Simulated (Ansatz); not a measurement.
# What SrAgCl3 in R-3c, a phase reached by a soft mode distorts into, part 2 of 3

Wanted: the energy along a soft mode of SrAgCl3 in R-3c, a phase reached by a soft mode and the structure at the end.

Ansatz 0.2.0; DFT PBEsol, scalar-relativistic, plane waves, PAW; PAW set soft_1.

So far. Step 4 (The mode frozen in, largest atomic shift 0.22 Å): The run ends at a pressure of -0.15 GPa, with forces up to 0.046 eV/Å. Step 5 (Energy along the mode, all amplitudes (two of the runs …): The lowest of the steps tried is at 0.22 Å, 0.214 meV/atom below the parent; the bottom of the well need not coincide with a step.

The structure was built from a prototype and need not be the compound's stable phase.

## Step 6: Relaxing from the distorted cell

Starting from the lowest point found, all atoms and the cell are let go, so that strain and other modes of the same symmetry can join in.

Contents of input.yaml:

```yaml
crystal:
  lattice:
    - [3.5801041454, 2.0669740921, 6.5349735141]
    - [-3.5801041454, 2.0669740921, 6.5349735141]
    - [0.0, -4.1339481842, 6.5349735141]
  atoms:
    - { symbol: Ag, position: [0.741611379, 0.7541943105, 0.7541943105] }
    - { symbol: Ag, position: [0.241611379, 0.2541943105, 0.2541943105] }
    - { symbol: Sr, position: [0.4991367029, 0.4982504757, 0.5026128214] }
    - { symbol: Sr, position: [-0.0008632971, 0.0026128214, -0.0017495243] }
    - { symbol: Cl, position: [0.4039000821, 0.7342916518, 0.0989220601] }
    - { symbol: Cl, position: [0.5923421083, 0.2342916518, 0.9104800339] }
    - { symbol: Cl, position: [0.9039000821, 0.5989220601, 0.2342916518] }
    - { symbol: Cl, position: [0.0923421083, 0.4104800339, 0.7342916518] }
    - { symbol: Cl, position: [0.2814166963, 0.9029568447, 0.5913988709] }
    - { symbol: Cl, position: [0.7814166963, 0.0913988709, 0.4029568447] }
kpoints:
  mp_grid: { grid: [6, 6, 6] }
hamiltonian:
  xc: pbesol
  pseudopotentials: { kind: paw, azcp: { folder: soft_1 }, xc_functional: pbe }
scf:
  occupations: { method: fixed }
output:
  forces: true
  stress: true
  eigenvalues: true
relax:
  adjacent_minimum: "off"
  f_tol: 0.002
  max_steps: 120
  cell: { stress_tol: 0.03 }
```

Started as:

```bash
$ ansatz run input.yaml --threads 4 --pin off --max-ram 16384MiB --backend cpu --events-out ev --progress --plain --runs-dir out
```

Numbers of over 12 decimals in the logs are rounded to 6 here.

The log of the run:

```text
[...]
Crystal: 10 atoms, lattice volume = 290.152 Å³
Basis set: ecut = 420 eV, 5631 PW (Γ), exchange–correlation on 108×108×108 points (8 copies of the dense FFT grid, shifted against one another)
Bands: 60, of which v1, the nominal top of the filled ones, is band 50 counted from 1 (49 counted from 0)
Symmetry: 2 space group operations
[...]
k-points: 68 of 216 (time reversal used)
[...]
SCF iter   1: F=—  HF=-28413.780086 eV  |F-HF|=—  |Δ(HF+E_count)|=         —  Δρ=4.77e-2  dr2=1.05e1  ethr=3.10e-3  ⟨swp⟩=7.5  Hψ=20044  notcnv=0  defer=479
[...]
SCF iter   9: F=-28409.902742 eV  HF=-28409.902742 eV  |F-HF|=1.54e-8  |Δ(HF+E_count)|=   4.55e-7  Δρ=2.46e-6  dr2=2.70e-8  ethr=1.00e-10  ⟨swp⟩=18.9  Hψ=28273  notcnv=0
SCF 1 converged in 9 iterations: F = -28409.902742 eV  dr2 = 2.70e-8
[...]
relax step   1: F+E_penalty+E_count = -28409.90274166 eV  Δ(F+E_penalty+E_count) = +0.000e0 eV  max|allowed force component| = 3.968e-2 eV/Å  Δτ_max = 0.0000 Å  P = -0.154 GPa  Ω = 290.152 Å³  (9 SCF iters, dr2 threshold 1.00e-7 eV, accepted)
Crystal: 10 atoms, lattice volume = 288.409 Å³
Basis set: ecut = 420 eV, 5587 PW (Γ), exchange–correlation on 108×108×108 points (8 copies of the dense FFT grid, shifted against one another)
[...]
iter 1 solved again at ethr=1.21e-6 eV; its pass at ethr=3.10e-3 eV (dr2=1.21e-3 eV) is discarded
[...]
SCF iter   6: F=-28409.903951 eV  HF=-28409.903951 eV  |F-HF|=3.75e-8  |Δ(HF+E_count)|=   1.08e-7  Δρ=3.34e-6  dr2=3.56e-8  ethr=1.24e-10  ⟨swp⟩=13.6  Hψ=25596  notcnv=0
SCF 2 converged in 6 iterations: F = -28409.903951 eV  dr2 = 3.56e-8
relax step   2: F+E_penalty+E_count = -28409.90395077 eV  Δ(F+E_penalty+E_count) = -1.209e-3 eV  max|allowed force component| = 3.066e-2 eV/Å  Δτ_max = 0.0104 Å  P = +0.031 GPa  Ω = 288.409 Å³  energy of the carried Pulay correction = +1.579e-4 eV  (6 SCF iters, dr2 threshold 1.24e-7 eV, accepted)
Crystal: 10 atoms, lattice volume = 288.424 Å³
[...]
SCF iter   6: F=-28409.904712 eV  HF=-28409.904712 eV  |F-HF|=2.31e-9  |Δ(HF+E_count)|=   7.30e-8  Δρ=1.58e-6  dr2=8.10e-9  ethr=5.87e-11  ⟨swp⟩=14.0  Hψ=25577  notcnv=0
SCF 3 converged in 6 iterations: F = -28409.904712 eV  dr2 = 8.10e-9
relax step   3: F+E_penalty+E_count = -28409.90471151 eV  Δ(F+E_penalty+E_count) = -7.607e-4 eV  max|allowed force component| = 2.075e-2 eV/Å  Δτ_max = 0.0116 Å  P = +0.024 GPa  Ω = 288.424 Å³  energy of the carried Pulay correction = +1.566e-4 eV  (6 SCF iters, dr2 threshold 5.87e-8 eV, accepted)
[... from here on, the SCF cycles and remarks between the steps are left out ...]
relax step   4: F+E_penalty+E_count = -28409.90848540 eV  Δ(F+E_penalty+E_count) = -3.774e-3 eV  max|allowed force component| = 2.546e-2 eV/Å  Δτ_max = 0.0773 Å  P = -0.003 GPa  Ω = 287.326 Å³  energy of the carried Pulay correction = +2.566e-4 eV  (8 SCF iters, dr2 threshold 2.69e-8 eV, accepted)
relax step   5: F+E_penalty+E_count = -28409.91131749 eV  Δ(F+E_penalty+E_count) = -2.832e-3 eV  max|allowed force component| = 4.996e-2 eV/Å  Δτ_max = 0.0600 Å  P = -0.059 GPa  Ω = 286.678 Å³  energy of the carried Pulay correction = +3.158e-4 eV  (6 SCF iters, dr2 threshold 4.05e-8 eV, accepted)
relax step   6: F+E_penalty+E_count = -28409.91732560 eV  Δ(F+E_penalty+E_count) = -6.008e-3 eV  max|allowed force component| = 1.398e-1 eV/Å  Δτ_max = 0.1952 Å  P = -0.311 GPa  Ω = 283.078 Å³  energy of the carried Pulay correction = +6.470e-4 eV  (8 SCF iters, dr2 threshold 1.56e-7 eV, accepted)
relax step   7: F+E_penalty+E_count = -28409.92668128 eV  Δ(F+E_penalty+E_count) = -9.356e-3 eV  max|allowed force component| = 6.226e-2 eV/Å  Δτ_max = 0.1106 Å  P = -0.087 GPa  Ω = 278.671 Å³  energy of the carried Pulay correction = +1.058e-3 eV  (6 SCF iters, dr2 threshold 1.00e-6 eV, accepted)
relax step   8: F+E_penalty+E_count = -28409.92871316 eV  Δ(F+E_penalty+E_count) = -2.032e-3 eV  max|allowed force component| = 1.098e-2 eV/Å  Δτ_max = 0.0296 Å  P = +0.028 GPa  Ω = 276.221 Å³  energy of the carried Pulay correction = +1.289e-3 eV  (6 SCF iters, dr2 threshold 2.42e-7 eV, accepted)
relax step   9: F+E_penalty+E_count = -28409.92837245 eV  Δ(F+E_penalty+E_count) = +3.407e-4 eV  max|allowed force component| = 3.158e-2 eV/Å  Δτ_max = 0.0355 Å  P = -0.081 GPa  Ω = 276.308 Å³  energy of the carried Pulay correction = +1.281e-3 eV  (7 SCF iters, dr2 threshold 7.54e-9 eV, rejected (line search))
relax step  10: F+E_penalty+E_count = -28409.92896755 eV  Δ(F+E_penalty+E_count) = -2.544e-4 eV  max|allowed force component| = 2.452e-3 eV/Å  Δτ_max = 0.0151 Å  P = -0.004 GPa  Ω = 275.976 Å³  energy of the carried Pulay correction = +1.313e-3 eV  (9 SCF iters, accepted)
relax step  11: F+E_penalty+E_count = -28409.92898247 eV  Δ(F+E_penalty+E_count) = -1.492e-5 eV  max|allowed force component| = 1.039e-2 eV/Å  Δτ_max = 0.0173 Å  P = -0.011 GPa  Ω = 275.271 Å³  energy of the carried Pulay correction = +1.380e-3 eV  (8 SCF iters, dr2 threshold 3.76e-10 eV, rejected (line search))
relax step  12: F+E_penalty+E_count = -28409.92904460 eV  Δ(F+E_penalty+E_count) = -7.705e-5 eV  max|allowed force component| = 1.453e-3 eV/Å  Δτ_max = 0.0084 Å  P = -0.001 GPa  Ω = 275.527 Å³  energy of the carried Pulay correction = +1.355e-3 eV  (8 SCF iters, accepted)
relax step  13: F+E_penalty+E_count = -28409.92905393 eV  Δ(F+E_penalty+E_count) = -9.332e-6 eV  max|allowed force component| = 2.136e-3 eV/Å  Δτ_max = 0.0036 Å  P = +0.001 GPa  Ω = 275.423 Å³  energy of the carried Pulay correction = +1.365e-3 eV  (8 SCF iters, rejected (line search))
relax step  14: F+E_penalty+E_count = -28409.92905300 eV  Δ(F+E_penalty+E_count) = -8.395e-6 eV  max|allowed force component| = 4.511e-4 eV/Å  Δτ_max = 0.0017 Å  P = -0.000 GPa  Ω = 275.502 Å³  energy of the carried Pulay correction = +1.358e-3 eV  (8 SCF iters, accepted)
relax step  15: F+E_penalty+E_count = -28409.92906188 eV  Δ(F+E_penalty+E_count) = -8.880e-6 eV  max|allowed force component| = 4.849e-4 eV/Å  Δτ_max = 0.0023 Å  P = +0.000 GPa  Ω = 275.434 Å³  energy of the carried Pulay correction = +1.364e-3 eV  (7 SCF iters, accepted)
relax step  16: F+E_penalty+E_count = -28409.92907108 eV  Δ(F+E_penalty+E_count) = -9.204e-6 eV  max|allowed force component| = 5.596e-4 eV/Å  Δτ_max = 0.0032 Å  P = +0.000 GPa  Ω = 275.363 Å³  energy of the carried Pulay correction = +1.371e-3 eV  (8 SCF iters, accepted)
Basis set: ecut = 420 eV, 5385 PW (Γ), exchange–correlation on 100×108×108 points (8 copies of the dense FFT grid, shifted against one another)
[...]
SCF iter   6: F=-28409.927825 eV  HF=-28409.927825 eV  |F-HF|=3.64e-12  |Δ(HF+E_count)|=  3.64e-12  Δρ=3.91e-8  dr2=3.86e-12  ethr=1.00e-12  ⟨swp⟩=19.3  Hψ=28474  notcnv=0
SCF 17 converged in 6 iterations: F = -28409.927825 eV  dr2 = 3.86e-12
relax step  17: F+E_penalty+E_count = -28409.92782476 eV  Δ(F+E_penalty+E_count) = +1.246e-3 eV  max|allowed force component| = 5.151e-4 eV/Å  Δτ_max = 0.0000 Å  P = -0.000 GPa  Ω = 275.363 Å³  stress off target by 5.06e-3 GPa  SCF on the basis re-selected at this cell (its energy is not comparable with the rows above)  (6 SCF iters)
basis re-selected at this cell: Δ(F+E_penalty+E_count) = +1.246e-3 eV, ΔP = -0.000 GPa vs the last step (what re-selecting the basis moved, of the pressure what is left beyond the Pulay correction that the steps carried, after the strain that the cell walked since its last selection, with what the two solves' SCF thresholds leave and, on support functions, any second-order correction that the steps lacked; it is no measure of the basis error at this ecutwfc). The dense FFT grid was sized anew with the basis: this SCF ran on 50×54×54 points, the steps before it on 54×54×54, so part of this shift can come from that change (see relax.cell in the input reference). [rest of the remark cut]
SCF converged after 6 iterations
Free energy (F): -28409.927825 eV
[...]
Internal energy: -28409.927825 eV  (E = F + TS)
E sigma→0 (E₀):  -28409.927825 eV
Fermi energy:    4.231914 eV
[...]
--- Forces (eV/Å), atoms counted from 1 ---
  atom   1  Ag    -0.00024371     0.00004225     0.00044140
  atom   2  Ag    -0.00008527    -0.00023219     0.00044140
  atom   3  Sr     0.00005186    -0.00031855    -0.00014424
  atom   4  Sr    -0.00024994     0.00020419    -0.00014424
  atom   5  Cl     0.00041825     0.00035323    -0.00039894
  atom   6  Cl    -0.00035627     0.00030725     0.00014670
  atom   7  Cl     0.00051503     0.00018560    -0.00039894
  atom   8  Cl     0.00008795    -0.00046217     0.00014670
  atom   9  Cl     0.00018427    -0.00047921    -0.00004487
  atom  10  Cl    -0.00032287     0.00039919    -0.00004487
  max |Σ_I F_I| component: 7.06e-7 eV/Å
--- Stress (GPa, compression-positive) ---
        0.001776      -0.000712       0.001266
       -0.000712       0.002598       0.000731
        0.001266       0.000731      -0.004730
  P = ⅓ Tr σ = -0.0001 GPa (-0.001 kbar)
--- Band table (eV; the first three rows and the last of 68) ---
  k-point 0: bands = [... 46 lower, 3.4699, 3.4702, 4.0266, 4.0346, 7.1668, 9.1780, 9.5296, 9.6924, ... 6 higher]
  k-point 1: bands = [... 46 lower, 3.4405, 3.5223, 4.0180, 4.0647, 7.4354, 9.1481, 9.4029, 9.6475, ... 6 higher]
  k-point 2: bands = [... 46 lower, 3.4176, 3.5492, 3.9842, 4.1298, 8.0033, 8.9030, 9.2390, 9.5401, ... 6 higher]
  k-point 67: bands = [... 46 lower, 3.5288, 3.5288, 4.0241, 4.0241, 8.4340, 8.4340, 9.4508, 9.4508, ... 6 higher]
--- Relaxed structure (16 steps of the walk, 13 accepted, 1 SCFs on fresh bases) ---
  F+E_penalty+E_count = -28409.92782476 eV   max|allowed force component| = 5.151e-4 eV/Å   (the final SCF, on the basis selected at the relaxed cell)
  cell:  # Å, volume = 275.3631 Å³
    - [3.375768, 1.949000, 6.324540]
    - [-3.611725, 2.073412, 6.414455]
    - [-0.010235, -4.164552, 6.414455]
  atoms:
    - { symbol: Ag, position: [0.713314, 0.794658, 0.760616] }
    - { symbol: Ag, position: [0.213314, 0.260616, 0.294658] }
    - { symbol: Sr, position: [0.492397, 0.503367, 0.511704] }
    - { symbol: Sr, position: [-0.00760297, 0.011704, 0.00336747] }
    - { symbol: Cl, position: [0.405682, 0.676001, 0.114061] }
    - { symbol: Cl, position: [0.573023, 0.201674, 0.925162] }
    - { symbol: Cl, position: [0.905682, 0.614061, 0.176001] }
    - { symbol: Cl, position: [0.073023, 0.425162, 0.701674] }
    - { symbol: Cl, position: [0.333990, 0.904416, 0.589933] }
    - { symbol: Cl, position: [0.833990, 0.089933, 0.404416] }
```

Elapsed: 11 min, on 4 threads of Arm Neoverse V1, shared host; peak memory 1.4 GiB.

Step by step:

| step | energy less that of the first step (eV) | largest force component (eV/Å) | pressure (GPa) | volume (Å³) |
| --- | --- | --- | --- | --- |
| 1 | 0.0000 | 0.0397 | -0.15 | 290.15 |
| 2 | -0.0012 | 0.0307 | 0.03 | 288.41 |
| 3 | -0.0020 | 0.0208 | 0.02 | 288.42 |
| 4 | -0.0057 | 0.0255 | 0.00 | 287.33 |
| 5 | -0.0086 | 0.0500 | -0.06 | 286.68 |
| 6 | -0.0146 | 0.1398 | -0.31 | 283.08 |
| 7 | -0.0239 | 0.0623 | -0.09 | 278.67 |
| 8 | -0.0260 | 0.0110 | 0.03 | 276.22 |
| 9 | -0.0256 | 0.0316 | -0.08 | 276.31 |
| 10 | -0.0262 | 0.0025 | 0.00 | 275.98 |
| 11 | -0.0262 | 0.0104 | -0.01 | 275.27 |
| 12 | -0.0263 | 0.0015 | 0.00 | 275.53 |
| 13 | -0.0263 | 0.0021 | 0.00 | 275.42 |
| 14 | -0.0263 | 0.0005 | 0.00 | 275.50 |
| 15 | -0.0263 | 0.0005 | 0.00 | 275.43 |
| 16 | -0.0263 | 0.0006 | 0.00 | 275.36 |
| 17* | -0.0251 | 0.0005 | 0.00 | 275.36 |

Relaxation steps marked * repeat the geometry before them on a plane-wave basis chosen anew for their cell, so energy and pressure can jump there. Relaxation steps 9, 11, 13 were tried and not accepted.

The run keeps the 2 symmetry operations that it works with, so distortions that break them were not tested.

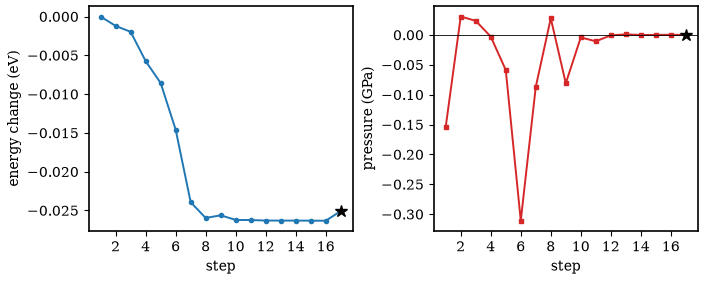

Energy and pressure along the relaxation. Stars mark steps on a basis chosen anew.

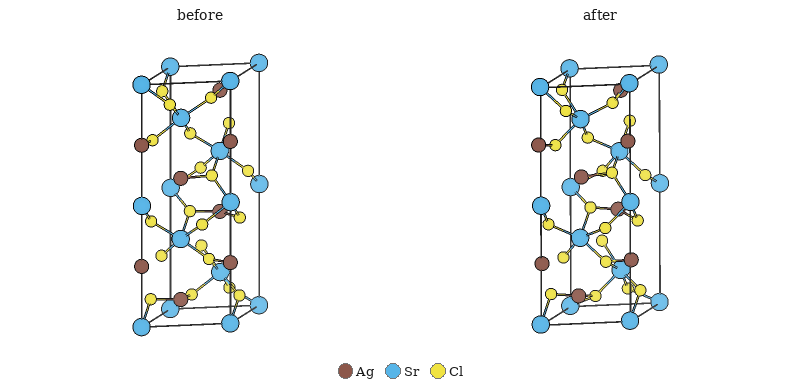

The structure before and after the relaxation, drawn at the same scale. Bonds to atoms that aren't drawn are left out.

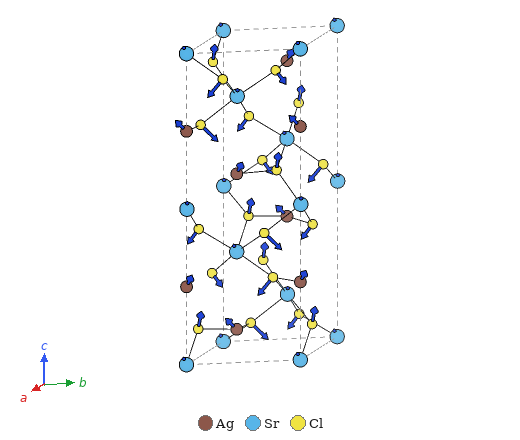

Displacements in the relaxation, exaggerated, measured against the changing cell; the longest in the cell stands for 0.39 Å. Bonds to atoms that aren't drawn are left out. Some periodic images of atoms are drawn too.

| cell as run | before | after | change |
| --- | --- | --- | --- |
| a (Å) | 7.733 | 7.429 | -3.9 % |
| b (Å) | 7.733 | 7.648 | -1.1 % |
| c (Å) | 7.733 | 7.648 | -1.1 % |
| α (°) | 55.16 | 56.19 | +1.9 % |
| β (°) | 55.16 | 55.21 | +0.1 % |
| γ (°) | 55.16 | 55.21 | +0.1 % |
| volume (Å³/atom) | 29.02 | 27.54 | -5.1 % |

The atoms that moved most (Å, as changes of fractional coordinates times the final cell):

| atom | dx | dy | dz | length |
| --- | --- | --- | --- | --- |
| Cl9 | 0.172 | 0.112 | 0.332 | 0.391 |
| Cl10 | 0.183 | 0.093 | 0.332 | 0.391 |
| Cl7 | -0.048 | 0.278 | -0.266 | 0.387 |
| Cl5 | 0.216 | -0.180 | -0.266 | 0.387 |
| Cl6 | 0.052 | -0.166 | -0.237 | 0.294 |
| Cl8 | -0.118 | 0.129 | -0.237 | 0.294 |
| Ag1 | -0.242 | 0.002 | 0.122 | 0.271 |
| Ag2 | -0.119 | -0.210 | 0.122 | 0.271 |

Numbers from this step:

```yaml
pressure: -1.18e-4 GPa
gap_on_the_k_mesh: 2.935 eV
volume_per_atom: 27.54 Å³
```

The distorted start has space group Cc; the relaxation ends in Cc.

## Step 7: The new phase in its own primitive cell

The relaxed structure is symmetrised, reduced to its primitive cell and relaxed tightly, as its phonons need.

Contents of input.yaml:

```yaml
crystal:
  lattice:
    - [5.9898157057, -3.6014896989, 0.0]
    - [5.9898157057, 3.6014896989, 0.0]
    - [-3.8026210679, 0.0, 6.3823415408]
  atoms:
    - { symbol: Ag, position: [0.7393843471, 0.2053418476, 0.7314123404] }
    - { symbol: Ag, position: [0.2053418476, 0.7393843471, 0.2314123404] }
    - { symbol: Sr, position: [0.9882960546, 0.496632535, 0.4925315585] }
    - { symbol: Sr, position: [0.496632535, 0.9882960546, 0.9925315585] }
    - { symbol: Cl, position: [0.3859389882, 0.3239991419, 0.804255951] }
    - { symbol: Cl, position: [0.5748379388, 0.7983255848, 0.3001400379] }
    - { symbol: Cl, position: [0.3239991419, 0.3859389882, 0.304255951] }
    - { symbol: Cl, position: [0.7983255848, 0.5748379388, 0.8001400379] }
    - { symbol: Cl, position: [0.9100669717, 0.095583559, 0.1716601123] }
    - { symbol: Cl, position: [0.095583559, 0.9100669717, 0.6716601123] }
kpoints:
  mp_grid: { grid: [4, 4, 4] }
hamiltonian:
  xc: pbesol
  pseudopotentials: { kind: paw, azcp: { folder: soft_1 }, xc_functional: pbe }
scf:
  occupations: { method: fixed }
output:
  forces: true
  stress: true
  eigenvalues: true
relax:
  adjacent_minimum: "off"
  f_tol: 0.001
  max_steps: 60
  cell: { stress_tol: 0.01 }
```

The log of the run:

```text
[...]
Crystal: 10 atoms, lattice volume = 275.363 Å³
Basis set: ecut = 420 eV, 5385 PW (Γ), exchange–correlation on 96×96×100 points (8 copies of the dense FFT grid, shifted against one another)
Bands: 60, of which v1, the nominal top of the filled ones, is band 50 counted from 1 (49 counted from 0)
Symmetry: 2 space group operations
[...]
k-points: 24 of 64 (time reversal used)
[...]
- { symbol: Sr, position: [0.496633, 0.988296, 0.992532] }
    - { symbol: Cl, position: [0.385939, 0.3239991419, 0.804255951] }
    - { symbol: Cl, position: [0.574838, 0.798326, 0.300140] }
    - { symbol: Cl, position: [0.323999, 0.385939, 0.304256] }
    - { symbol: Cl, position: [0.798326, 0.5748379388, 0.800140] }
    - { symbol: Cl, position: [0.9100669717, 0.095584, 0.171660] }
    - { symbol: Cl, position: [0.095584, 0.9100669717, 0.671660] }
[key lines of the parts left out:]
SCF converged after 7 iterations
Free energy (F): -28409.927823 eV
Fermi energy:    4.231914 eV
P = ⅓ Tr σ = -0.0001 GPa (-0.001 kbar)
```

The job ended after 28 s (4 threads; peak memory 0.8 GiB; 1.8 min of CPU time).

Little changed from the start: no atom moved by 0.005 Å and no cell edge by 0.1 %.

This step gave:

```
pressure           : -1.13e-4 GPa
direct gap on mesh : 3.132 eV
```

The largest force component left is 0.55 meV/Å and the pressure is 0.000 GPa, within the tolerances set. The cell now holds 27.54 Å³/atom.

[end of part 2 of 3]

[Logs are printed without paths, hosts, clocks, repeated set-up lines and the standing remarks that a program may print on its own settings, such as how far it seeks lower states.]

[Hosts, paths, dates, database ids (printed as entryN), source tags and the programs' standing remarks are cut or masked in the printed files.]
